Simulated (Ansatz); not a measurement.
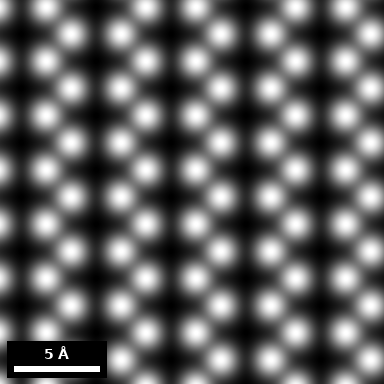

Z-contrast image of a crystal. The image is simulated as a sum over atoms of Z^1.8, blurred by a 1.30 Å probe (no channelling). The probe carries 25 % of its weight in a tail 2.5 times as wide. The display is stretched by a gamma of 0.65; percentages refer to the linear signal.

Measure the repeat of the pattern.

Answer. The pattern repeats on a centred rectangular net of 3.2 × 8.8 Å.

What is the plane group of the image?

Answer. c2mm: perpendicular mirror lines on a centred net, with further twofold points between them.

How many columns does the smallest repeating cell hold, and how many levels of brightness?

Answer. 2 columns in the primitive cell of 14.0 Å², all of one brightness.

The crystal is Rb (P6_3/mmc, No. 194) seen along [201]. Atomic positions: a calculation's starting geometry; the starting structure was generated, so it need not be a known form of this composition.
